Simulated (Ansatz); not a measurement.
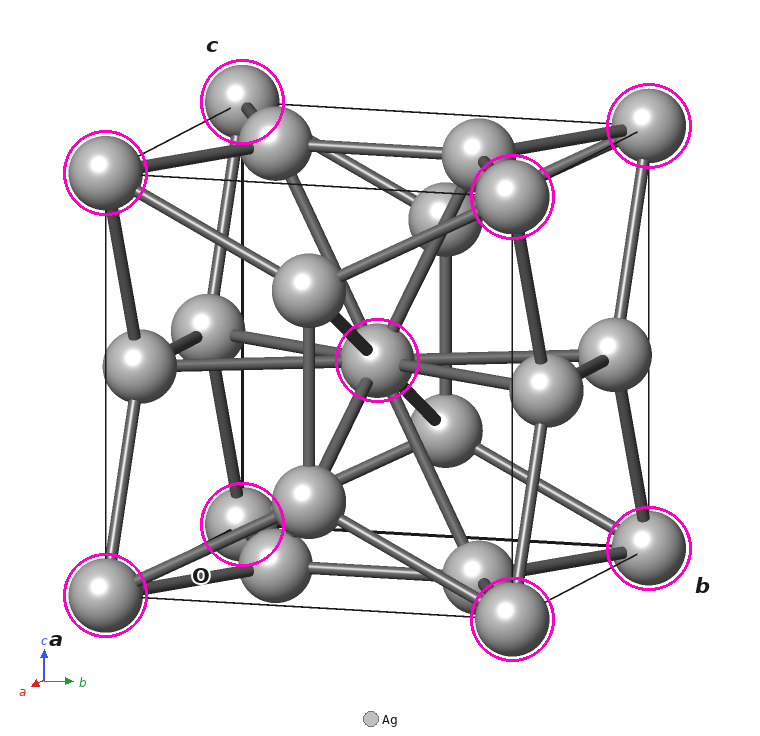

Crystal: Ag, coordinates from a relaxation with DFT PBEsol, scalar-relativistic, plane waves, PAW in Ansatz; the starting structure was generated, so it need not be a known form of this composition. One unit cell; the ringed atoms, with their copies on corners, edges and faces, form one crystallographic orbit. All values are computed from the atomic coordinates in the standard setting (tolerance 0.002 Å).

a = 5.162 Å, b = 5.162 Å, c = 5.162 Å, α = 90.00°, β = 90.00°, γ = 90.00°; space group Pm-3n (No. 223).

Q: Which Wyckoff position do the ringed atoms fill?

A: Ag on 2a, site symmetry m-3.: 48 operations a cell over 24 that keep the site give 2 atoms, with 0 free parameters.

Q: List their coordinates.

A: (1/2, 1/2, 1/2); (0, 0, 0).
